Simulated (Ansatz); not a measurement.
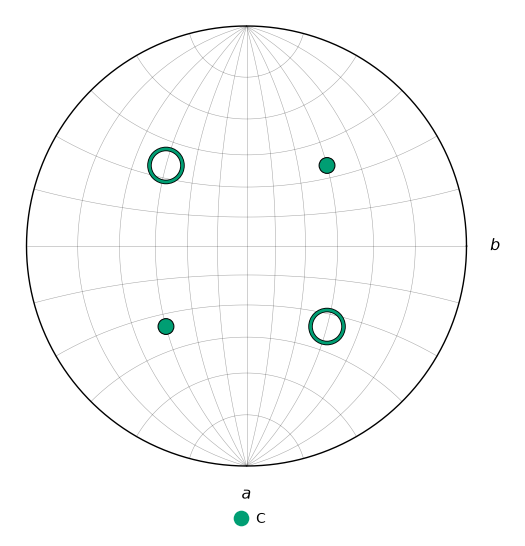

Directions from one beryllium atom at (1/4, 3/4, 3/4) to its bonded neighbours, in stereographic projection down c (filled: above the plane of the page or in it, open: below). Crystal: Be2C, the input geometry of an electronic-structure calculation (not necessarily at equilibrium); the starting structure was generated, so it need not be a known form of this composition. The drawing is computed from the coordinates (standard cell, symmetry found to 0.002 Å).

Neighbours are counted up to 2.10 Å for C.

```cif
data_structure
_symmetry_space_group_name_H-M 'P 1'
_symmetry_Int_Tables_number 1
_cell_length_a 4.3210
_cell_length_b 4.3210
_cell_length_c 4.3210
_cell_angle_alpha 90.000
_cell_angle_beta 90.000
_cell_angle_gamma 90.000
_cell_volume 80.68
loop_
_atom_site_label
_atom_site_type_symbol
_atom_site_fract_x
_atom_site_fract_y
_atom_site_fract_z
_atom_site_occupancy
C1 C 0.00000 0.00000 0.00000 1
Be1 Be 0.25000 0.75000 0.75000 1
Be2 Be 0.25000 0.25000 0.75000 1
C2 C 0.00000 0.50000 0.50000 1
Be3 Be 0.25000 0.25000 0.25000 1
Be4 Be 0.25000 0.75000 0.25000 1
C3 C 0.50000 0.00000 0.50000 1
Be5 Be 0.75000 0.75000 0.25000 1
Be6 Be 0.75000 0.25000 0.25000 1
C4 C 0.50000 0.50000 0.00000 1
Be7 Be 0.75000 0.25000 0.75000 1
Be8 Be 0.75000 0.75000 0.75000 1
```

**How many neighbours are there, and at what angles?**

4: 4 C at 1.87 Å. Angles between bonds: 109° (6×).

**What is the site's symmetry in the crystal?**

Point group -43m (Td), order 24: three −4 axes, four threefold axes, six mirror planes. In Fm-3m, No. 225 this is Wyckoff position 8c.
